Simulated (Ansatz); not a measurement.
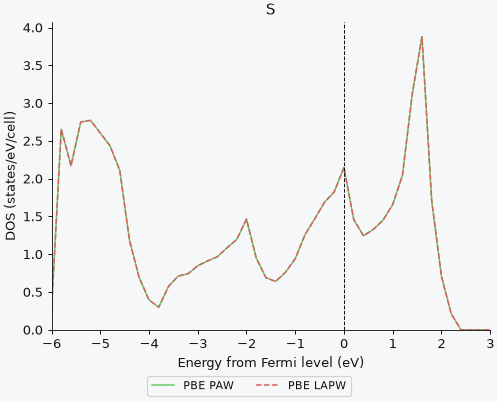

Total densities of states of S, space group Fd-3m, 2 atoms in the cell, by two methods on the same cell. Each is counted from its own Fermi level.

**What changes from one method to the other?**

PBE PAW gives a metal with about 1.8 states per eV and cell at the Fermi level and PBE LAPW gives a metal with about 1.8 states per eV and cell at the Fermi level.

Settings. PBE PAW: DFT, PBE, PAW with Ansatz's default frozen-core files, scalar-relativistic, no spin polarisation, 12×12×12 k mesh, 420 eV cutoff (Ansatz). PBE LAPW: DFT, PBE, all-electron LAPW, scalar-relativistic, no spin polarisation, 12×12×12 k mesh, Fermi-Dirac smearing of 0.05 eV (Ansatz).
